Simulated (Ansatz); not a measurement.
**Al₂₇N₂₆ (charge +1): single-point calculation (part 2 of 2)**

The same run, continued: Al₂₇N₂₆ (defect cell, 53 atoms in the cell, total charge +1); DFT PBE, scalar-relativistic, plane waves, PAW, spin-polarised (Ansatz 0.2.0); cutoff 420 eV, 2×2×2 k-mesh, Gaussian smearing of 0.05 eV, collinear spins. The structure derives from a Materials Project entry.

### Output, continued
```
  k-point 1 ↑: bands = ["-7.6777", "-7.6454", "-6.8572", "-6.8569", "-6.7598", "-6.7593", "-6.7005", "-6.6269", "-6.2054", "-6.2047", "-6.1789", "-6.1787", "-6.1605", "-6.0713", "-5.8756", "-5.7015", "-5.7006", "-5.6919", "-5.6229", "-5.6228", "-5.5692", "-5.5397", "-5.5132", "-5.5130", "-5.4921", "-5.4919", "1.0856", "1.3353", "1.9810", "1.9814", "2.0184", "2.0846", "2.0847", "2.2170", "2.2173", "2.2676", "2.2897", "2.3058", "2.3059", "2.3431", "2.3587", "2.3592", "2.4523", "2.4526", "2.5669", "2.6717", "3.2079", "3.2082", "3.2471", "3.3703", "3.3707", "3.9057", "3.9059", "3.9194", "3.9778", "4.1299", "4.1302", "4.3573", "4.3594", "4.3595", "4.4149", "4.4908", "4.4913", "4.5958", "5.0086", "5.0398", "5.0401", "5.0461", "5.0467", "5.1124", "5.1543", "5.1901", "5.2195", "5.2197", "5.2695", "5.2696", "5.2975", "5.3913", "5.4165", "5.4167", "5.5946", "5.5951", "5.6697", "5.8630", "5.8632", "5.9142", "5.9496", "5.9589", "5.9591", "6.0022", "6.0025", "6.0027", "6.1952", "6.1954", "6.3328", "6.3439", "6.3442", "6.3672", "6.3900", "6.3903", "6.6464", "6.6465", "6.7723", "6.7724", "6.9899", "10.1466", "10.9191", "10.9226", "11.5322", "11.5339", "11.6338", "11.6340", "11.7148", "12.0074", "12.8111", "12.9050", "13.3359", "13.3370", "13.3989", "13.4649", "13.4650", "13.5038", "13.5204", "13.5211", "13.6603", "13.9597", "14.3254", "14.3261", "14.4759", "14.8733", "14.8738", "15.0622", "15.2643", "15.2660", "15.4399", "15.7366", "15.7369", "15.7906", "15.7910", "15.9085", "16.3623", "16.5203", "16.5209", "16.5537", "16.6239", "16.6263", "16.6266", "16.8913", "16.9233", "16.9832", "16.9836", "17.1560", "17.1676", "17.1681", "17.1850", "17.1855", "17.2794", "17.2800", "17.8848"]
  k-point 2 ↑: bands = ["-7.6776", "-7.6455", "-6.8571", "-6.8569", "-6.7599", "-6.7592", "-6.7006", "-6.6269", "-6.2053", "-6.2047", "-6.1789", "-6.1787", "-6.1604", "-6.0714", "-5.8757", "-5.7015", "-5.7005", "-5.6920", "-5.6228", "-5.6227", "-5.5696", "-5.5394", "-5.5131", "-5.5130", "-5.4920", "-5.4920", "1.0855", "1.3354", "1.9811", "1.9815", "2.0184", "2.0845", "2.0847", "2.2171", "2.2172", "2.2676", "2.2898", "2.3057", "2.3060", "2.3432", "2.3587", "2.3591", "2.4523", "2.4526", "2.5670", "2.6716", "3.2080", "3.2082", "3.2471", "3.3703", "3.3708", "3.9058", "3.9058", "3.9194", "3.9778", "4.1298", "4.1301", "4.3572", "4.3594", "4.3595", "4.4150", "4.4909", "4.4912", "4.5959", "5.0085", "5.0400", "5.0401", "5.0460", "5.0467", "5.1123", "5.1541", "5.1901", "5.2196", "5.2197", "5.2696", "5.2697", "5.2976", "5.3913", "5.4165", "5.4166", "5.5945", "5.5951", "5.6697", "5.8630", "5.8633", "5.9142", "5.9497", "5.9588", "5.9590", "6.0022", "6.0024", "6.0027", "6.1953", "6.1954", "6.3329", "6.3438", "6.3442", "6.3672", "6.3898", "6.3903", "6.6463", "6.6466", "6.7723", "6.7724", "6.9900", "10.1465", "10.9191", "10.9228", "11.5321", "11.5338", "11.6339", "11.6343", "11.7148", "12.0073", "12.8110", "12.9049", "13.3361", "13.3374", "13.3991", "13.4646", "13.4647", "13.5037", "13.5206", "13.5211", "13.6603", "13.9594", "14.3254", "14.3262", "14.4760", "14.8733", "14.8738", "15.0619", "15.2644", "15.2660", "15.4400", "15.7366", "15.7368", "15.7906", "15.7910", "15.9083", "16.3627", "16.5204", "16.5209", "16.5534", "16.6239", "16.6263", "16.6267", "16.8911", "16.9233", "16.9831", "16.9836", "17.1560", "17.1681", "17.1684", "17.1849", "17.1857", "17.2792", "17.2797", "17.8848"]
  k-point 7 ↓: bands = ["-7.6775", "-7.6457", "-6.8572", "-6.8568", "-6.7598", "-6.7595", "-6.7006", "-6.6267", "-6.2053", "-6.2046", "-6.1789", "-6.1788", "-6.1604", "-6.0714", "-5.8757", "-5.7014", "-5.7005", "-5.6922", "-5.6228", "-5.6227", "-5.5697", "-5.5394", "-5.5130", "-5.5128", "-5.4922", "-5.4920", "1.0856", "1.3353", "1.9811", "1.9815", "2.0183", "2.0846", "2.0846", "2.2170", "2.2172", "2.2675", "2.2898", "2.3058", "2.3059", "2.3433", "2.3588", "2.3590", "2.4523", "2.4528", "2.5671", "2.6718", "3.2079", "3.2083", "3.2470", "3.3703", "3.3707", "3.9056", "3.9057", "3.9194", "3.9779", "4.1298", "4.1301", "4.3572", "4.3594", "4.3594", "4.4150", "4.4908", "4.4912", "4.5959", "5.0085", "5.0399", "5.0402", "5.0461", "5.0467", "5.1123", "5.1541", "5.1901", "5.2197", "5.2199", "5.2696", "5.2696", "5.2975", "5.3912", "5.4164", "5.4166", "5.5945", "5.5952", "5.6697", "5.8631", "5.8633", "5.9142", "5.9496", "5.9589", "5.9590", "6.0021", "6.0024", "6.0027", "6.1951", "6.1954", "6.3329", "6.3439", "6.3442", "6.3671", "6.3898", "6.3903", "6.6464", "6.6465", "6.7723", "6.7724", "6.9901", "10.1468", "10.9191", "10.9224", "11.5321", "11.5340", "11.6338", "11.6342", "11.7148", "12.0073", "12.8111", "12.9049", "13.3360", "13.3374", "13.3990", "13.4646", "13.4647", "13.5038", "13.5205", "13.5211", "13.6604", "13.9596", "14.3254", "14.3262", "14.4760", "14.8732", "14.8739", "15.0620", "15.2644", "15.2659", "15.4400", "15.7366", "15.7368", "15.7905", "15.7911", "15.9084", "16.3627", "16.5204", "16.5209", "16.5535", "16.6238", "16.6262", "16.6266", "16.8913", "16.9235", "16.9830", "16.9834", "17.1560", "17.1680", "17.1682", "17.1849", "17.1857", "17.2792", "17.2798", "17.8847"]
--- Löwdin populations: 53 sites ---
  site symbol       q [e]    m [muB]
     0     Al      1.9144     0.0000
     1     Al      1.9132     0.0000
     2     Al      1.9132     0.0000
     3     Al      1.9133     0.0000
     4     Al      2.0948    -0.0000
     5     Al      1.9132     0.0000
     6     Al      1.9132     0.0000
     7     Al      1.9132     0.0000
     8     Al      1.9124     0.0000
     9     Al      1.9132     0.0000
    10     Al      2.0945    -0.0000
    11     Al      1.9132     0.0000
    12     Al      2.0948    -0.0000
    13     Al      2.0947    -0.0000
    14     Al      1.9102     0.0000
    15     Al      1.9132     0.0000
    16     Al      1.9103     0.0000
    17     Al      1.9102     0.0000
    18     Al      1.9132     0.0000
    19     Al      1.9132     0.0000
    20     Al      1.9125     0.0000
    21     Al      1.9132     0.0000
    22     Al      1.9103     0.0000
    23     Al      1.9102     0.0000
    24     Al      1.9124     0.0000
    25     Al      1.9102     0.0000
    26     Al      1.9124     0.0000
    27      N      5.9961    -0.0000
    28      N      5.9961    -0.0000
    29      N      5.9960    -0.0000
    30      N      6.0059    -0.0000
    31      N      5.9960    -0.0000
    32      N      5.9960    -0.0000
    33      N      5.9961    -0.0000
    34      N      6.0061    -0.0000
    35      N      5.9960    -0.0000
    36      N      6.0060    -0.0000
    37      N      5.9960    -0.0000
    38      N      6.0059    -0.0000
    39      N      6.0059    -0.0000
    40      N      6.0087    -0.0000
    41      N      5.9961    -0.0000
    42      N      6.0086    -0.0000
    43      N      6.0086    -0.0000
    44      N      5.9960    -0.0000
    45      N      5.9960    -0.0000
    46      N      6.0061    -0.0000
    47      N      5.9962    -0.0000
    48      N      6.0087    -0.0000
    49      N      6.0086    -0.0000
    50      N      6.0061    -0.0000
    51      N      6.0086    -0.0000
    52      N      6.0061    -0.0000
  spilling = 0.007546 (of n_electrons = 210.000000)
--- Bader charges: 53 sites ---
  site symbol  charge [e]  shift [e] shared [e]    m [muB]
     0     Al      2.4317     0.0012     2.4317     0.0000
     1     Al      2.4328     0.0012     2.4328     0.0000
     2     Al      2.4328     0.0012     2.4328     0.0000
     3     Al      2.4328     0.0012     2.4328     0.0000
     4     Al      2.0049     0.0013     1.9772     0.0000
     5     Al      2.4328     0.0012     2.4328     0.0000
     6     Al      2.4328     0.0012     2.4328     0.0000
     7     Al      2.4328     0.0012     2.4328     0.0000
     8     Al      2.4323     0.0012     2.4323     0.0000
     9     Al      2.4328     0.0012     2.4328     0.0000
    10     Al      2.0065     0.0013     1.9777     0.0000
    11     Al      2.4328     0.0012     2.4328     0.0000
    12     Al      2.0049     0.0013     1.9772     0.0000
    13     Al      2.0057     0.0013     1.9775     0.0000
    14     Al      2.4307     0.0012     2.4307     0.0000
    15     Al      2.4328     0.0012     2.4328     0.0000
    16     Al      2.4306     0.0012     2.4306     0.0000
    17     Al      2.4306     0.0012     2.4306     0.0000
    18     Al      2.4328     0.0012     2.4328     0.0000
    19     Al      2.4328     0.0012     2.4328     0.0000
    20     Al      2.4323     0.0012     2.4323     0.0000
    21     Al      2.4328     0.0012     2.4328     0.0000
    22     Al      2.4306     0.0012     2.4306     0.0000
    23     Al      2.4307     0.0012     2.4307     0.0000
    24     Al      2.4323     0.0012     2.4323     0.0000
    25     Al      2.4307     0.0012     2.4307     0.0000
    26     Al      2.4323     0.0012     2.4323     0.0000
    27      N     -2.4145     0.0013    -2.4147     0.0000
    28      N     -2.4146     0.0013    -2.4148     0.0000
    29      N     -2.4145     0.0013    -2.4147     0.0000
    30      N     -2.4193     0.0013    -2.4193     0.0000
    31      N     -2.4145     0.0013    -2.4147     0.0000
    32      N     -2.4145     0.0013    -2.4147     0.0000
    33      N     -2.4146     0.0013    -2.4147     0.0000
    34      N     -2.4181     0.0012    -2.4181     0.0000
    35      N     -2.4145     0.0013    -2.4147     0.0000
    36      N     -2.4193     0.0013    -2.4193     0.0000
    37      N     -2.4145     0.0013    -2.4147     0.0000
    38      N     -2.4193     0.0013    -2.4193     0.0000
    39      N     -2.4193     0.0013    -2.4193     0.0000
    40      N     -2.4204     0.0013    -2.4204     0.0000
    41      N     -2.4145     0.0013    -2.4147     0.0000
    42      N     -2.4204     0.0013    -2.4204     0.0000
    43      N     -2.4204     0.0013    -2.4204     0.0000
    44      N     -2.4145     0.0013    -2.4147     0.0000
    45      N     -2.4145     0.0013    -2.4147     0.0000
    46      N     -2.4180     0.0012    -2.4180     0.0000
    47      N     -2.4146     0.0013    -2.4148     0.0000
    48      N     -2.4204     0.0013    -2.4204     0.0000
    49      N     -2.4204     0.0013    -2.4204     0.0000
    50      N     -2.4181     0.0012    -2.4181     0.0000
    51      N     -2.4204     0.0013    -2.4204     0.0000
    52      N     -2.4180     0.0012    -2.4180     0.0000
  maxima off the nuclei: 1, with 0.1144 electrons
  on the straight line to a nucleus their density falls by 3.1e-3 of itself; PAW files or a low cutoff
  can make one that falls by little (a run on other files and one at a higher cutoff tell): if they did, read the shared
  charge, to which what the maxima have on the atom's side is counted
  estimated error of the sums over rays = 3.8e-4 e
```

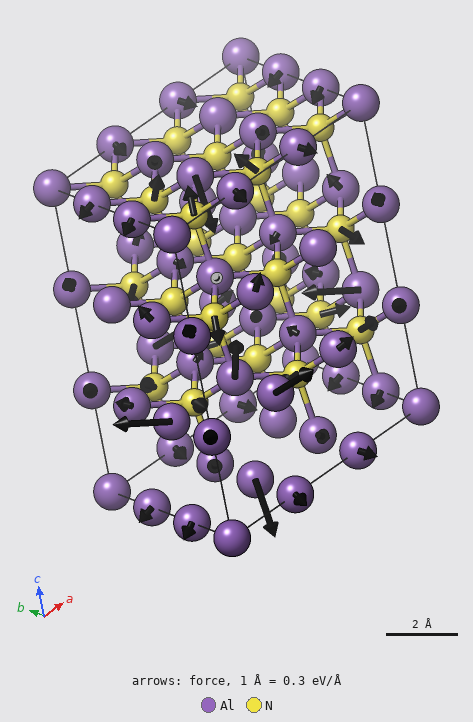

Fig. 1: Forces on the atoms as black arrows (ball-and-stick view of the cell of the calculation, seen slightly off an axis); the smallest are left out. The largest act on Al5, Al11, Al13, Al14 (0.54 eV/Å); N29, N32, N48 (0.28 eV/Å); N28, N30, N33, N34, N36, N38 and 3 more (0.27 eV/Å); Al3, Al4, Al6, Al7, Al8, Al10 and 5 more (0.18 eV/Å), among others. Atoms are counted from 1 in the order of the input and aren't labelled in the picture. The geometry is not a stationary point of this energy.

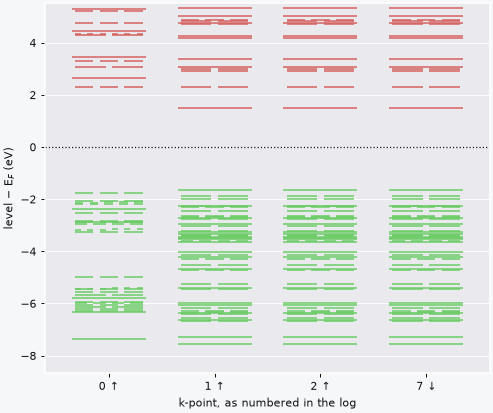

Fig. 2: Kohn–Sham levels near the Fermi level (dotted) at the few k-points that the log prints; levels within 0.02 eV of each other stand side by side. Among these points the highest filled and lowest empty levels are 3.16 eV apart; the gap on the full mesh, 3.02 eV, has an edge at a point that isn't printed.

The run was set up as follows.

### Input
```yaml
crystal:
  lattice:
    - [0.0, 6.551981, 6.551981]
    - [6.551981, 0.0, 6.551981]
    - [6.551981, 6.551981, 0.0]
  atoms:
    - { symbol: Al, position: [0.0003926466, 0.0004165948, -0.0001332948] }
    - { symbol: Al, position: [1.43351e-05, 3.49769e-05, 0.3339324295] }
    - { symbol: Al, position: [2.66696e-05, 3.5698e-05, 0.6665602844] }
    - { symbol: Al, position: [2.58957e-05, 0.3344554454, -0.0004943162] }
    - { symbol: Al, position: [-0.0017275854, 0.3345556458, 0.3338591379], spin: 0.2 }
    - { symbol: Al, position: [9.0521e-06, 0.3344581808, 0.6665717169] }
    - { symbol: Al, position: [3.99519e-05, 0.6671008405, -0.0005063439] }
    - { symbol: Al, position: [2.26979e-05, 0.6671159915, 0.333926628] }
    - { symbol: Al, position: [-0.0001641637, 0.667249986, 0.6667337126] }
    - { symbol: Al, position: [0.3344457508, 3.40839e-05, -0.0005100025] }
    - { symbol: Al, position: [0.3344948141, -0.0017576015, 0.3339142163], spin: 0.2 }
    - { symbol: Al, position: [0.3344456609, 2.2436e-05, 0.666584327] }
    - { symbol: Al, position: [0.3344064385, 0.3344171528, -0.002257461], spin: 0.2 }
    - { symbol: Al, position: [0.3344007917, 0.3344332728, 0.3339905408], spin: 0.2 }
    - { symbol: Al, position: [0.3341422398, 0.3341408306, 0.6661234552] }
    - { symbol: Al, position: [0.3344529469, 0.6670988866, -0.0005104187] }
    - { symbol: Al, position: [0.3341362792, 0.6666652793, 0.3336210721] }
    - { symbol: Al, position: [0.3341495224, 0.6666616225, 0.6661196217] }
    - { symbol: Al, position: [0.6670929804, 5.51458e-05, -0.0005193406] }
    - { symbol: Al, position: [0.6671012586, 4.0723e-05, 0.3339279096] }
    - { symbol: Al, position: [0.6672456995, -0.0001588016, 0.6667324508] }
    - { symbol: Al, position: [0.6670703805, 0.3344615768, -0.000501514] }
    - { symbol: Al, position: [0.6666496049, 0.3341430893, 0.3336265608] }
    - { symbol: Al, position: [0.6666513663, 0.3341540317, 0.6661161523] }
    - { symbol: Al, position: [0.6672507873, 0.667261505, -0.0006874564] }
    - { symbol: Al, position: [0.6666533298, 0.6666763651, 0.3336164253] }
    - { symbol: Al, position: [0.6672526844, 0.6672590465, 0.66672528] }
    - { symbol: "N", position: [0.2501239514, 0.2501253974, 0.5828668297] }
    - { symbol: "N", position: [0.2501277127, 0.250126308, 0.9173985987] }
    - { symbol: "N", position: [0.2501419915, 0.5833500913, 0.2496115727] }
    - { symbol: "N", position: [0.2502464527, 0.5837830572, 0.5832544186] }
    - { symbol: "N", position: [0.2501565493, 0.5833572018, 0.9174129932] }
    - { symbol: "N", position: [0.2501353005, 0.9179786341, 0.2496221085] }
    - { symbol: "N", position: [0.2501335194, 0.9179770514, 0.5828135745] }
    - { symbol: "N", position: [0.2504344715, 0.9170488818, 0.9165308156] }
    - { symbol: "N", position: [0.5833284577, 0.2501529926, 0.2496198466] }
    - { symbol: "N", position: [0.5837705759, 0.2502525684, 0.5832599255] }
    - { symbol: "N", position: [0.5833307563, 0.2501596934, 0.9174279787] }
    - { symbol: "N", position: [0.5837784202, 0.5837923039, 0.2497280177] }
    - { symbol: "N", position: [0.5837848196, 0.5837949236, 0.5832467662] }
    - { symbol: "N", position: [0.5837711862, 0.5837802155, 0.9165013415] }
    - { symbol: "N", position: [0.583374135, 0.9179769997, 0.2496031797] }
    - { symbol: "N", position: [0.5837671012, 0.9170327488, 0.5832470462] }
    - { symbol: "N", position: [0.5837679163, 0.917032585, 0.916505158] }
    - { symbol: "N", position: [0.9179501449, 0.2501472563, 0.2496402489] }
    - { symbol: "N", position: [0.9179634323, 0.2501539482, 0.5827964396] }
    - { symbol: "N", position: [0.9170264638, 0.2504622076, 0.9165287151] }
    - { symbol: "N", position: [0.9179235086, 0.5834326012, 0.2496028954] }
    - { symbol: "N", position: [0.9170249762, 0.5837774776, 0.5832468352] }
    - { symbol: "N", position: [0.9170206559, 0.5837789389, 0.9165068054] }
    - { symbol: "N", position: [0.9170546255, 0.9170697122, 0.2499101274] }
    - { symbol: "N", position: [0.9170247129, 0.9170258681, 0.5832525062] }
    - { symbol: "N", position: [0.9170500511, 0.9170681584, 0.9165100404] }
magnetization:
  spin_polarized: true
total_charge: 1
basis:
  ecutwfc: 420
  fft_grid_basis: typed
kpoints:
  mp_grid: { grid: [2, 2, 2] }
hamiltonian:
  xc: pbe
  pseudopotentials: { kind: paw }
scf:
  occupations: { method: gaussian, width: 0.05 }
output:
  forces: true
  stress: false
  eigenvalues: true
  bader: true
  write_density: true
  volumetric_format: npy
  populations: true
```

Run as:
```bash
ansatz run input.yaml --threads 4 --pin off --max-ram 10240MiB --backend cpu --events-out ev --progress --plain --runs-dir out
```

### Results in brief

| quantity | value |
| --- | --- |
| outcome | converged |
| electrons treated | 210 |
| free energy | −24574.2077 eV |
| Fermi energy | 8.639 eV |
| gap on the k-point mesh | 3.02 eV |
| net moment of the cell | 0.00 μB |
| integrated absolute moment | 0.00 μB |
| largest force (length of the vector) | 0.545 eV/Å |
| hardware | 4 threads of Arm Neoverse V1, 24 GiB of memory available, shared host |
| wall time | 4.3 min (CPU time 17 min) |
| peak memory | 2.6 GiB |

### Notes

Warnings of the run: some starting moments were not kept. The cell is charged and computed with a neutralising background, so its energy and pressure depend on the cell and aren't those of a real crystal.
